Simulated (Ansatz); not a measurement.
# Two runs on CoO

System: CoO (Fm-3m, 2 atoms in the cell).
Method of run 1: Kohn-Sham DFT of a periodic cell, PBE, all-electron LAPW, scalar-relativistic, spin-polarised (Ansatz 0.2.0).

The structure derives from an entry of the Crystallography Open Database. Text and figures count atoms from 1; the logs count them from 0 in places.

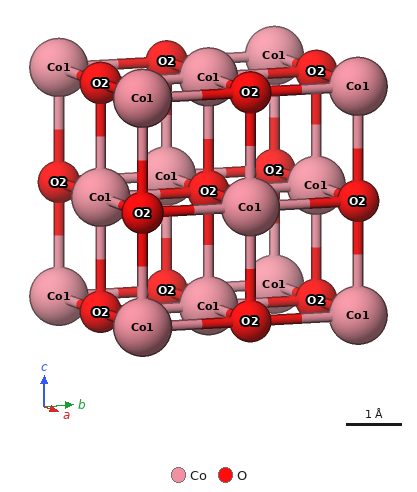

The input geometry (ball-and-stick view of the cell 4 times as large as that of the calculation, set on its symmetry axes, seen slightly off an axis; atoms are numbered from 1 in the order of the input). An atom can appear more than once, as a periodic image. Near neighbours in the periodic cell (some may lie outside the picture): Co has 6 O at 2.13 Å; O has 6 Co at 2.13 Å.

## The input, run 1
```yaml
crystal:
  lattice:
    - [0.0, 2.1315, 2.1315]
    - [2.1315, 0.0, 2.1315]
    - [2.1315, 2.1315, 0.0]
  atoms:
    - { symbol: Co, position: [0.0, 0.0, 0.0], spin: 2.0 }
    - { symbol: O, position: [0.5, 0.5, 0.5] }
kpoints:
  mp_grid: { grid: [11, 11, 11] }
scf:
  occupations: { method: gaussian, width: 0.021 }
hamiltonian:
  xc: pbe
  pseudopotentials: { kind: all_electron, lapw: { basis_error: 0.001 } }
magnetization:
  spin_polarized: true
output:
  forces: true
  stress: true
  eigenvalues: true
```

Launched with:
```bash
ansatz run input.yaml --threads 2 --pin off --max-ram 6144MiB --backend cpu --events-out ev --progress --plain --runs-dir out
```

Hardware: 2 threads of AMD EPYC (Zen 5), 16 GiB of memory available, shared host.

## Output, shortened to warnings, some set-up lines, iterations and results (run 1)
```
Basis set: ecut = 359.71769424937855 eV, 307 PW (Γ), exchange–correlation at level 2
Symmetry: 48 space group operations
k-points: 56 of 1331
Initial density: superposition of atomic densities (chi_scale 0.1, normalization cell, long waves kept (reshape's long-wave potential 0.00 eV rms))
[...]
SCF iter   1: F=—  HF=-39965.317262 eV  |F-HF|=—  |Δ(HF+E_count)|=         —  Δρ=6.11e-2 (↑5.65e-2 ↓6.11e-2)  dr2=1.64e0  dr2_m=2.72e-1  M=3.000 μB ∫|m|=3.002 μB  β_m=0.30  …
SCF iter   2: F=—  HF=-39964.513122 eV  |F-HF|=—  |Δ(HF+E_count)|=   8.04e-1  Δρ=3.49e-2 (↑3.49e-2 ↓3.06e-2)  dr2=3.63e-1  dr2_m=1.19e-1  M=3.000 μB ∫|m|=3.002 μB  β_m=0.47  …
SCF iter   3: F=—  HF=-39964.558637 eV  |F-HF|=—  |Δ(HF+E_count)|=   4.55e-2  Δρ=2.02e-2 (↑1.81e-2 ↓2.02e-2)  dr2=2.64e-1  dr2_m=1.55e-2  M=3.000 μB ∫|m|=3.009 μB  β_m=0.48  …
SCF iter   4: F=—  HF=-39964.489540 eV  |F-HF|=—  |Δ(HF+E_count)|=         —  Δρ=5.67e-3 (↑3.63e-3 ↓5.67e-3)  dr2=4.04e-3  dr2_m=2.52e-3  M=2.947 μB ∫|m|=2.959 μB  β_m=0.48  …
SCF iter   5: F=—  HF=-39964.496778 eV  |F-HF|=—  |Δ(HF+E_count)|=   7.24e-3  Δρ=4.08e-3 (↑4.08e-3 ↓3.11e-3)  dr2=1.07e-2  dr2_m=4.26e-4  M=3.000 μB ∫|m|=3.014 μB  β_m=0.42  …
SCF iter   6: F=—  HF=-39964.489526 eV  |F-HF|=—  |Δ(HF+E_count)|=   7.25e-3  Δρ=1.91e-3 (↑1.91e-3 ↓1.27e-3)  dr2=5.27e-4  dr2_m=3.20e-4  M=2.981 μB ∫|m|=2.996 μB  β_m=0.61  …
SCF iter   7: F=—  HF=-39964.491082 eV  |F-HF|=—  |Δ(HF+E_count)|=   1.56e-3  Δρ=5.32e-4 (↑5.32e-4 ↓1.50e-4)  dr2=6.68e-5  dr2_m=1.44e-5  M=2.985 μB ∫|m|=3.001 μB  β_m=0.60  …
SCF iter   8: F=—  HF=-39964.491128 eV  |F-HF|=—  |Δ(HF+E_count)|=   4.59e-5  Δρ=1.64e-4 (↑1.43e-4 ↓1.64e-4)  dr2=3.37e-7  dr2_m=4.08e-6  M=2.982 μB ∫|m|=2.999 μB  β_m=0.76  …
SCF iter   9: F=—  HF=-39964.491132 eV  |F-HF|=—  |Δ(HF+E_count)|=   4.58e-6  Δρ=8.23e-5 (↑6.78e-5 ↓8.23e-5)  dr2=4.27e-7  dr2_m=8.25e-7  M=2.982 μB ∫|m|=2.999 μB  β_m=0.82  …
SCF iter  10: F=—  HF=-39964.491130 eV  |F-HF|=—  |Δ(HF+E_count)|=   2.46e-6  Δρ=5.96e-6 (↑4.71e-6 ↓5.96e-6)  dr2=2.40e-9  dr2_m=4.52e-9  M=2.982 μB ∫|m|=2.998 μB  β_m=0.91  …
SCF iter  11: F=-39964.491130 eV  HF=-39964.491130 eV  |F-HF|=5.89e-10  |Δ(HF+E_count)|=   6.15e-9  Δρ=2.07e-6 (↑1.92e-6 ↓2.07e-6)  dr2=4.67e-11  dr2_m=6.92e-10  M=2.982 μB …
SCF 1 converged in 11 iterations: F = -39964.491130 eV  dr2 = 4.67e-11
SCF converged after 11 iterations
Magnetization: 2.9815 μB (13.9908 up, 11.0092 down)
Absolute magnetization: 2.9982 μB (∫|ρ↑−ρ↓|)
Spin contamination: 0.0067 ħ² per cell (⟨S²⟩ above its minimum at these occupations)
Per-site moments (μB) at R_I (Å): [(2.625778293865574, 1.1645143403928155), (0.3380235746831417, 0.9669856278453596)]
Free energy (F): -39964.491130 eV
Harris-Foulkes:  -39964.491130 eV  (|F-HF|=5.89e-10)
Internal energy: -39964.490356 eV  (E = F + TS)
E sigma→0 (E₀):  -39964.490743 eV
Entropy (-TS):   -0.000774 eV (-0.387 meV/atom)
Fermi energy:    14.100305 eV
--- Per-component energies (eV) ---
  E_band       = -1285.600508
  E_kinetic    = 40524.521181
  E_xc         = -1857.560751
  E_electrostatic = -78631.450787  (all electrons and nuclei)
  E_smearing   = -0.000774  (= −TS)
  E_closure    = 0.000000  (closes the sum)
  E_atoms      = -39950.192766  (free atoms, spherical and without spin; not in F)
  Σ components = -39964.491130   (vs F -39964.491130, Δ=0.00e0)
  Basis errors (estimates in eV, not in F): energy 3.7e-4 per atom: plane waves 3.3e-4 (1.8e-4 summed), levels above the bands 0.0e0, relativity 4.6e-8, radial functions 3.8e-5, core shells 7.0e-9; eigenvalues (radial functions only) 1.3e-5; not estimated: angular momenta, meshes, grids; target …
--- Forces (eV/Å), atoms counted from 1 ---
  atom   1  Co     0.00000000    -0.00000000    -0.00000000
  atom   2  O      0.00000000     0.00000000    -0.00000000
  max |Σ_I F_I| component: 2.12e-30 eV/Å
--- Stress (GPa, compression-positive) ---
       -1.664913      -0.000000       0.000000
       -0.000000      -1.664913      -0.000000
        0.000000      -0.000000      -1.664913
  P = ⅓ Tr σ = -1.6649 GPa (-16.649 kbar)
```

For run 2 the input was changed thus:
```diff
-  occupations: { method: gaussian, width: 0.021 }
+  occupations: { method: gaussian, width: 0.05 }
```

How does run 2 compare with run 1?

The total energy of run 2 is 0.03 meV per atom higher, which comes with the changed settings and measures no stability. The pressure goes from −1.66 to −1.85 GPa. The number of SCF iterations is the same.

## Output, shortened to warnings, some set-up lines, iterations and results (run 2)
```
Basis set: ecut = 359.71769424937855 eV, 307 PW (Γ), exchange–correlation at level 2
Symmetry: 48 space group operations
k-points: 56 of 1331
Initial density: superposition of atomic densities (chi_scale 0.1, normalization cell, long waves kept (reshape's long-wave potential 0.00 eV rms))
[...]
SCF iter   1: F=—  HF=-39965.319339 eV  |F-HF|=—  |Δ(HF+E_count)|=         —  Δρ=6.12e-2 (↑5.65e-2 ↓6.12e-2)  dr2=1.64e0  dr2_m=2.72e-1  M=3.000 μB ∫|m|=3.002 μB  β_m=0.30  …
SCF iter   2: F=—  HF=-39964.512437 eV  |F-HF|=—  |Δ(HF+E_count)|=   8.07e-1  Δρ=3.49e-2 (↑3.49e-2 ↓3.05e-2)  dr2=3.62e-1  dr2_m=1.19e-1  M=3.000 μB ∫|m|=3.002 μB  β_m=0.47  …
SCF iter   3: F=—  HF=-39964.560670 eV  |F-HF|=—  |Δ(HF+E_count)|=   4.82e-2  Δρ=2.02e-2 (↑1.81e-2 ↓2.02e-2)  dr2=2.64e-1  dr2_m=1.56e-2  M=3.000 μB ∫|m|=3.009 μB  β_m=0.48  …
SCF iter   4: F=—  HF=-39964.491325 eV  |F-HF|=—  |Δ(HF+E_count)|=         —  Δρ=5.82e-3 (↑3.58e-3 ↓5.82e-3)  dr2=4.07e-3  dr2_m=2.63e-3  M=2.935 μB ∫|m|=2.947 μB  β_m=0.48  …
SCF iter   5: F=—  HF=-39964.498595 eV  |F-HF|=—  |Δ(HF+E_count)|=   7.27e-3  Δρ=4.06e-3 (↑4.06e-3 ↓3.15e-3)  dr2=1.09e-2  dr2_m=4.00e-4  M=2.993 μB ∫|m|=3.008 μB  β_m=0.42  …
SCF iter   6: F=—  HF=-39964.491343 eV  |F-HF|=—  |Δ(HF+E_count)|=   7.25e-3  Δρ=1.78e-3 (↑1.78e-3 ↓1.40e-3)  dr2=4.88e-4  dr2_m=3.14e-4  M=2.963 μB ∫|m|=2.978 μB  β_m=0.58  …
SCF iter   7: F=—  HF=-39964.492978 eV  |F-HF|=—  |Δ(HF+E_count)|=   1.64e-3  Δρ=4.88e-4 (↑4.88e-4 ↓4.44e-4)  dr2=3.49e-5  dr2_m=2.93e-5  M=2.962 μB ∫|m|=2.977 μB  β_m=0.66  …
SCF iter   8: F=—  HF=-39964.493053 eV  |F-HF|=—  |Δ(HF+E_count)|=   7.47e-5  Δρ=2.77e-4 (↑1.73e-4 ↓2.77e-4)  dr2=1.02e-5  dr2_m=7.16e-6  M=2.958 μB ∫|m|=2.975 μB  β_m=0.82  …
SCF iter   9: F=—  HF=-39964.493066 eV  |F-HF|=—  |Δ(HF+E_count)|=   1.26e-5  Δρ=1.21e-4 (↑3.80e-5 ↓1.21e-4)  dr2=4.74e-6  dr2_m=3.84e-7  M=2.957 μB ∫|m|=2.974 μB  β_m=0.78  …
SCF iter  10: F=—  HF=-39964.493056 eV  |F-HF|=—  |Δ(HF+E_count)|=   9.88e-6  Δρ=1.56e-5 (↑1.56e-5 ↓1.46e-5)  dr2=1.06e-9  dr2_m=4.02e-8  M=2.958 μB ∫|m|=2.975 μB  β_m=0.79  …
SCF iter  11: F=-39964.493056 eV  HF=-39964.493056 eV  |F-HF|=3.06e-10  |Δ(HF+E_count)|=   3.34e-8  Δρ=2.99e-6 (↑2.78e-6 ↓2.99e-6)  dr2=3.04e-10  dr2_m=1.41e-9  M=2.959 μB …
SCF 1 converged in 11 iterations: F = -39964.493056 eV  dr2 = 3.04e-10
SCF converged after 11 iterations
Magnetization: 2.9585 μB (13.9793 up, 11.0207 down)
Absolute magnetization: 2.9747 μB (∫|ρ↑−ρ↓|)
Spin contamination: 0.0073 ħ² per cell (⟨S²⟩ above its minimum at these occupations)
Per-site moments (μB) at R_I (Å): [(2.6110511530039098, 1.1645143403928155), (0.3295357328932438, 0.9669856278453596)]
Free energy (F): -39964.493056 eV
Harris-Foulkes:  -39964.493056 eV  (|F-HF|=3.06e-10)
Internal energy: -39964.488329 eV  (E = F + TS)
E sigma→0 (E₀):  -39964.490692 eV
Entropy (-TS):   -0.004727 eV (-2.364 meV/atom)
Fermi energy:    14.094278 eV
--- Per-component energies (eV) ---
  E_band       = -1285.557140
  E_kinetic    = 40524.449677
  E_xc         = -1857.537466
  E_electrostatic = -78631.400540  (all electrons and nuclei)
  E_smearing   = -0.004727  (= −TS)
  E_closure    = 0.000000  (closes the sum)
  E_atoms      = -39950.192766  (free atoms, spherical and without spin; not in F)
  Σ components = -39964.493056   (vs F -39964.493056, Δ=0.00e0)
  Basis errors (estimates in eV, not in F): energy 3.7e-4 per atom: plane waves 3.3e-4 (1.8e-4 summed), levels above the bands 0.0e0, relativity 4.6e-8, radial functions 3.8e-5, core shells 7.0e-9; eigenvalues (radial functions only) 1.3e-5; not estimated: angular momenta, meshes, grids; target …
--- Forces (eV/Å), atoms counted from 1 ---
  atom   1  Co     0.00000000     0.00000000    -0.00000000
  atom   2  O      0.00000000     0.00000000    -0.00000000
  max |Σ_I F_I| component: 1.91e-30 eV/Å
--- Stress (GPa, compression-positive) ---
       -1.846082      -0.000000      -0.000000
       -0.000000      -1.846082       0.000000
       -0.000000       0.000000      -1.846082
  P = ⅓ Tr σ = -1.8461 GPa (-18.461 kbar)
```

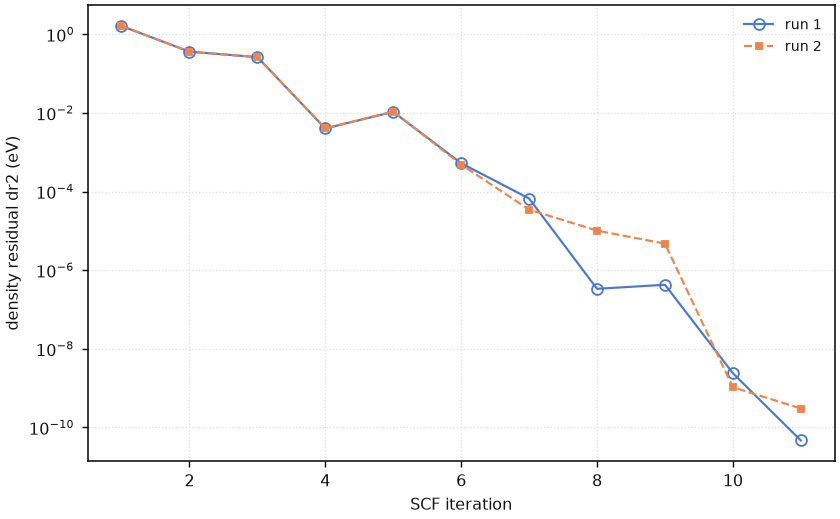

Convergence of the two runs: density residual dr2 against the SCF iteration. Run 1 takes 11 iterations in all, and run 2 takes 11.

## The two runs side by side

```tsv
quantity	run 1	run 2
outcome	converged	converged
free energy per atom (eV)	−19982.2456	−19982.2465
energy per atom, smearing taken to zero (eV)	−19982.2454	−19982.2453
gap on the mesh (eV)	0.00	0.00
net moment of the cell (μB)	2.98	2.96
absolute moment of the cell (μB)	3.00	2.97
pressure (GPa)	−1.66	−1.85
largest force (eV/Å)	0.000	0.000
SCF iterations	11	11
irreducible k-points	56	56
plane waves at Γ	307	307
wall time (shared host)	7.4 s	7.6 s
```
